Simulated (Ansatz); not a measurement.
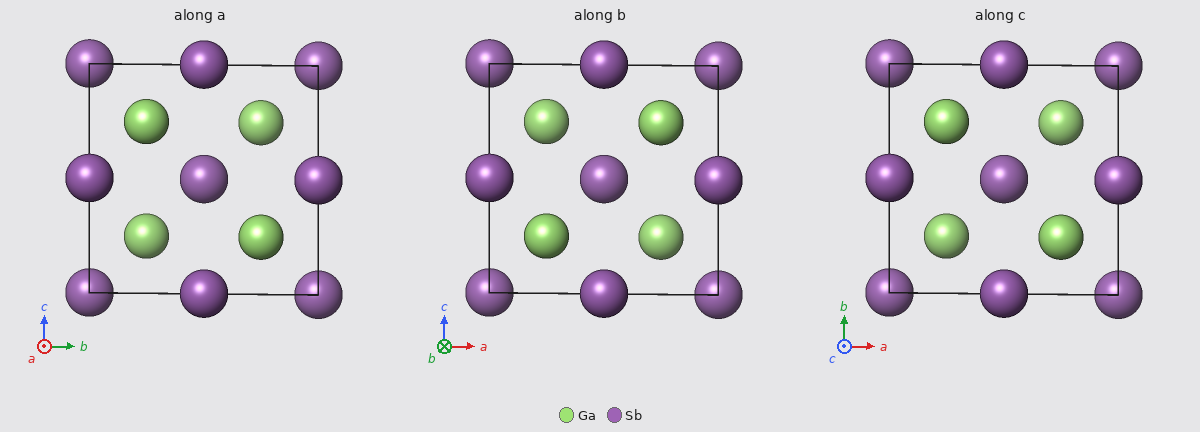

View along the a axis, along the b axis and along the c axis, drawn as a spheres-only model. The drawn cell (a repeat of the simulation cell) is drawn as a box.

Lattice parameters: a = 6.1626 Å, b = 6.1626 Å, c = 6.1626 Å, α = 90.569°, β = 90.569°, γ = 90.569°.

### Give the structure in the form of a CIF in P1 with every atom of the cell, with free fractional coordinates to two decimals.

```cif
data_structure
_symmetry_space_group_name_H-M 'P 1'
_symmetry_Int_Tables_number 1
_cell_length_a 6.1626
_cell_length_b 6.1626
_cell_length_c 6.1626
_cell_angle_alpha 90.569
_cell_angle_beta 90.569
_cell_angle_gamma 90.569
_cell_volume 234.00
loop_
_atom_site_label
_atom_site_type_symbol
_atom_site_fract_x
_atom_site_fract_y
_atom_site_fract_z
_atom_site_occupancy
Ga1 Ga 0.25 0.25 0.25 1
Ga2 Ga 0.75 0.75 0.25 1
Ga3 Ga 0.75 0.25 0.75 1
Sb1 Sb 0.50 0.00 0.00 1
Ga4 Ga 0.25 0.75 0.75 1
Sb2 Sb 0.00 0.50 0.00 1
Sb3 Sb 0.00 0.00 0.50 1
Sb4 Sb 0.50 0.50 0.50 1
```

Starting structure: a structure type filled with these elements by a generator (whether the compound takes this form wasn't checked). The cell was then strained or its atoms displaced on purpose. A calculation with Ansatz used it as input.
